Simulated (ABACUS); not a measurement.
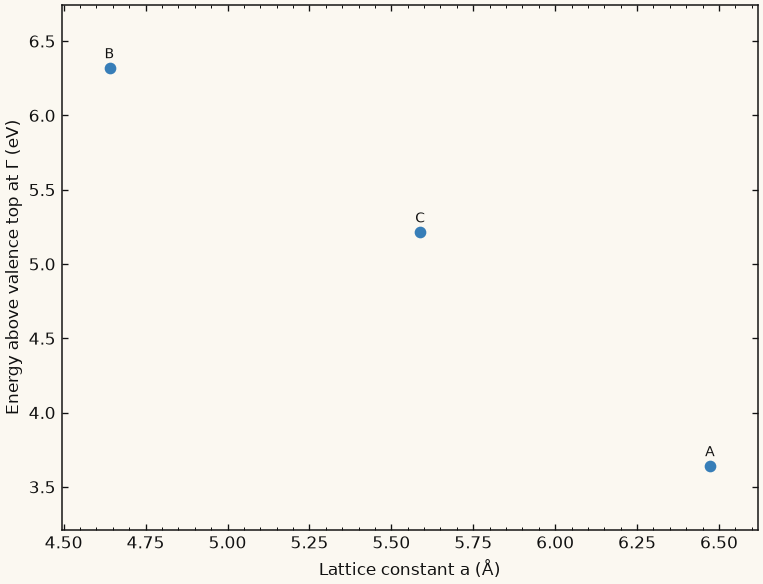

Lowest conduction level at Γ, counted from the valence-band top at Γ, for three rocksalt crystals against the lattice constant, each in its database cell. All by ABACUS with PBE, without spin-orbit coupling, no moments; potentials: PseudoDojo NC SR 0.4.1 PBE standard; SSSP 1.3 efficiency PBE.

Which letter is which compound? They are NaI, NaCl and NaF.

A is NaI; B is NaF; C is NaCl.

How does the value at Γ change from F to I?

NaF 6.32, NaCl 5.21 and NaI 3.64 eV: it falls at each step to the heavier element.

| compound | a (Å) | k mesh | Γ (eV) |
| --- | --- | --- | --- |
| NaF | 4.640 | 10×10×10 | 6.32 |
| NaCl | 5.588 | 6×6×6 | 5.21 |
| NaI | 6.473 | 7×7×7 | 3.64 |

LDA, GGA and most meta-GGA functionals understate gaps. NaCl: the cell is a database's computed one. NaI: spin-orbit coupling is left out, which matters for I. The cells are as the databases list them, so they lie at different pressures for this functional.
